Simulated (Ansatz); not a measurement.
```
Co Si
1.0
     4.43800    0.00000    0.00000
     0.00000    4.43800    0.00000
     0.00000    0.00000    4.43800
Co Si
4 4
Direct
  0.14000 0.14000 0.14000
  0.36000 0.86000 0.64000
  0.64000 0.36000 0.86000
  0.86000 0.64000 0.36000
  0.84300 0.84300 0.84300
  0.65700 0.15700 0.34300
  0.34300 0.65700 0.15700
  0.15700 0.34300 0.65700
```

Space group P2₁3; computed pressure about −7 GPa in this cell; computed without spin polarisation.

Computed with DFT PBEsol, scalar-relativistic, plane waves, PAW (Ansatz 0.2.0).

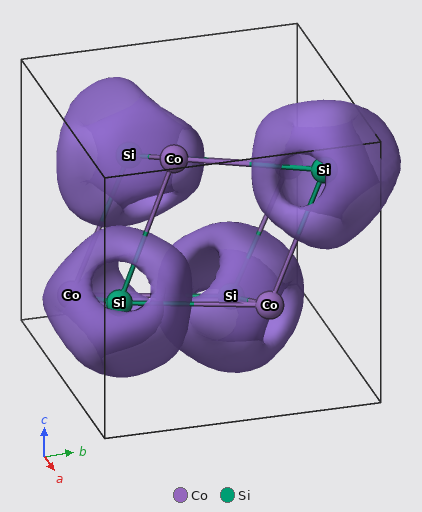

CoSi. Isosurface of the electron localisation function at 0.55 (purple), seen at an oblique angle. Core shells and regions of very low density are left out. Sticks mark near contacts.

Core electrons are frozen (PAW), and the valence fields are smoothed inside the atomic spheres.

> Describe the localisation domains.

The surface consists of four regions wrapped around Si (the valence shell of each), counted in one cell of 8 atoms. Any copies at cell faces, edges or corners count once.

Values along the shortest contacts:
Co–Si (2.28 Å): the ELF peaks at about 0.65 in the valence shell of Si, 0.9 Å from its nucleus, and is about 0.45 at the midpoint. Co–Si (2.33 Å): the ELF peaks at about 0.70 in the valence shell of Si, 0.9 Å from its nucleus, and is about 0.45 at the midpoint.
